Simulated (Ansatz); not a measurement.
SbPt

Input

```
crystal:
  lattice:
    - [4.1707838793, 0.0, 0.0]
    - [-2.0853919396, 3.6120047932, 0.0]
    - [0.0, 0.0, 5.632541426]
  atoms:
    - { symbol: Sb, position: [0.3333333333, 0.6666666667, 0.25] }
    - { symbol: Sb, position: [0.6666666667, 0.3333333333, 0.75] }
    - { symbol: Pt, position: [0.0, 0.0, 0.0] }
    - { symbol: Pt, position: [0.0, 0.0, 0.5] }
basis:
  ecutwfc: 420
kpoints:
  mp_grid: { grid: [12, 12, 10] }
hamiltonian:
  xc: pbesol
scf:
  occupations: { method: gaussian, width: 0.1 }
output:
  forces: true
  stress: true
  eigenvalues: true
  write_density: true
  write_potential: true
  elf: true
  volumetric_format: npy
```

Launched as:

```sh
ansatz run input.yaml --threads 1 --pin off --max-ram 2560MiB --backend cpu --events-out ev --progress --plain --runs-dir out
```

Below, planes, directions and counts refer to the conventional cell (a = 4.17 Å, b = 4.17 Å, c = 5.63 Å, α = 90.00°, β = 90.00°, γ = 120.00°).

Space group P6₃/mmc; changed on purpose from its base cell (strain along c alone, the other axes held, atoms relaxed: +3.0 %); computed pressure about −4 GPa in this cell.

Theory: DFT PBEsol, scalar-relativistic, plane waves, PAW in Ansatz 0.2.0.

> What will maps of the valence pseudo-density and electron localisation function show?

Sb–Pt (2.79 Å): the density is about 0.38 e/Å³ at the midpoint; the ELF is about 0.40 at the midpoint: no localised pair shows between them.
Pt–Pt (2.82 Å): ρ at the midpoint is about 0.36 e/Å³; the ELF is about 0.30 at the midpoint (no shared electron pair shows on this line).

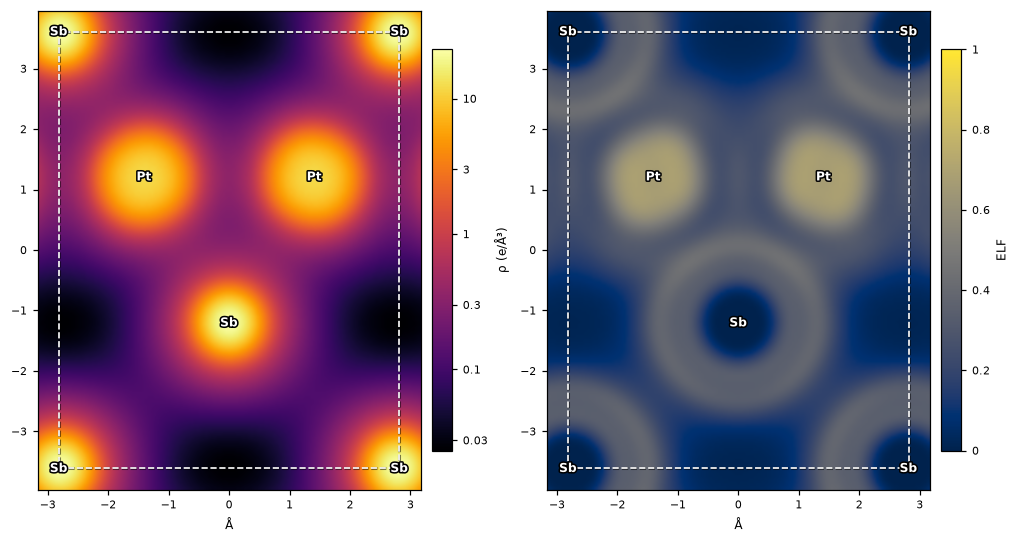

Computed valence pseudo-density and electron localisation function on the (110) plane of the conventional cell, in this order. 

The density is the valence pseudo-density of a PAW calculation; it isn't the true density close to the nuclei.
